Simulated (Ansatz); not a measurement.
Structure of Nb:

```xyz
4
Lattice="4.2383 0.0000 0.0000 0.0000 4.2383 0.0000 0.0000 0.0000 4.2383" Properties=species:S:1:pos:R:3 pbc="T T T"
Nb    0.0000    0.0000    0.0000
Nb    0.0000    2.1192    2.1192
Nb    2.1192    0.0000    2.1192
Nb    2.1192    2.1192    0.0000
```

Basis of the simulation: the geometry relaxed with Ansatz, DFT, revPBE, plane waves (420 eV) with PAW, scalar-relativistic; the starting structure was generated, so it need not be a known form of this composition.

### Predict radii and indices of the first 5 visible rings (3 % of the strongest or more) for 200 kV electrons.

```csv
ring,radius,d (Å),hkl
1,4.09 nm⁻¹,2.45,111
2,4.72 nm⁻¹,2.12,200
3,6.67 nm⁻¹,1.498,220
4,7.83 nm⁻¹,1.278,311
5,8.17 nm⁻¹,1.223,222
```

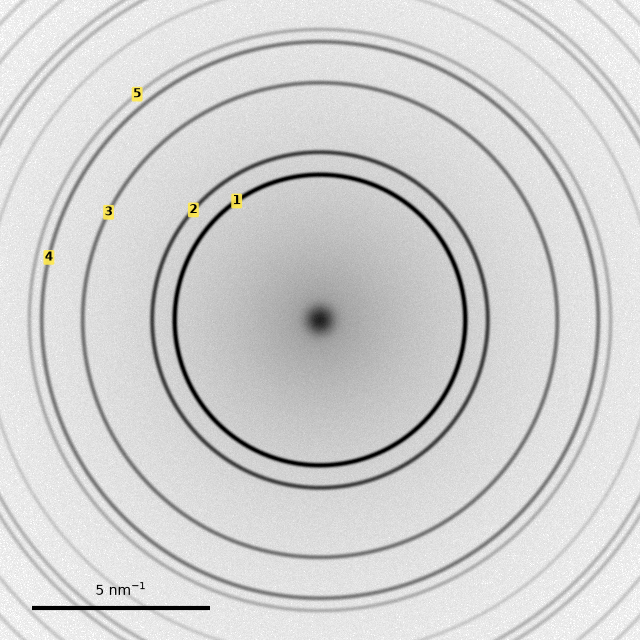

Simulated electron diffraction rings at 200 kV (λ = 0.0251 Å), scale in nm⁻¹ (radius = 1/d), for a fine-grained powder without texture. Kinematic intensities with B = 1.0 Å² for all atoms, without multiple scattering; brightness goes as intensity to the power 0.4, clipped at the top, with counting noise. Reflections closer than the ring width show as one ring. The numbers mark the rings of the table.
